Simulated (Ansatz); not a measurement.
Consider MoS2.

Input

```
crystal:
  lattice:
    - [-3.1342106946, 0.0, 0.0]
    - [-1.5671053473, -2.7143060823, 0.0]
    - [0.0, 0.0, 17.8635570258]
  atoms:
    - { symbol: Mo, position: [0.6666666667, 0.6666666667, 0.3333333333] }
    - { symbol: Mo, position: [1.0, 0.0, 0.0] }
    - { symbol: Mo, position: [0.3333333333, 0.3333333333, 0.6666666667] }
    - { symbol: S, position: [0.6666666667, 0.6666666667, 0.0897089552] }
    - { symbol: S, position: [0.0, 1.0, 0.7563756219] }
    - { symbol: S, position: [0.3333333333, 0.3333333333, 0.4230422885] }
    - { symbol: S, position: [0.6666666667, 0.6666666667, 0.5769577115] }
    - { symbol: S, position: [1.0, 0.0, 0.2436243781] }
    - { symbol: S, position: [0.3333333333, 0.3333333333, 0.9102910448] }
basis:
  ecutwfc: 420
kpoints:
  mp_grid: { grid: [14, 14, 3] }
hamiltonian:
  xc: pbe
  dispersion: d3bj
scf:
  occupations: { method: gaussian, width: 0.15 }
output:
  forces: true
  stress: true
  eigenvalues: true
  write_density: true
  write_potential: true
  elf: true
  volumetric_format: npy
```

Launched as:

```sh
ansatz run input.yaml --threads 4 --pin off --max-ram 8192MiB --backend cpu --events-out ev --progress --plain --runs-dir out
```

Below, planes, directions and counts refer to the conventional cell (a = 3.13 Å, b = 3.13 Å, c = 17.86 Å, α = 90.00°, β = 90.00°, γ = 120.00°).

Space group R-3m; computed without spin polarisation.

All numbers below come from DFT PBE+D3(BJ), scalar-relativistic, plane waves, PAW (Ansatz 0.2.0).

**Predict the valence pseudo-density and electron localisation function between the atoms.**

Mo–S (2.42 Å): ρ at the midpoint is about 0.56 e/Å³; the ELF peaks at about 0.85 in the valence shell of S, 0.8 Å from its nucleus, and is about 0.40 at the midpoint.

**Metal or insulator at this level of theory?**

It is gapless in this calculation (a metal or semimetal); semilocal functionals without U, or without the true magnetic order, often close the gap of such compounds.

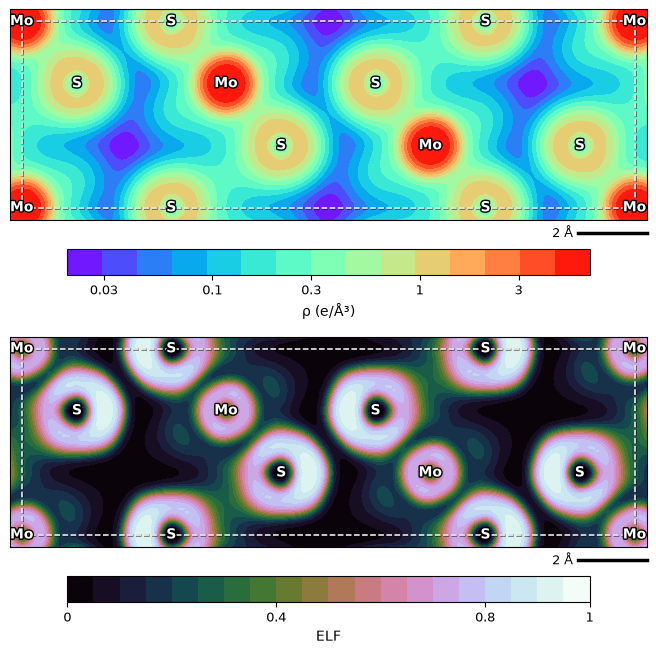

Computed valence pseudo-density and electron localisation function on the (110) plane of the conventional cell, in this order. 
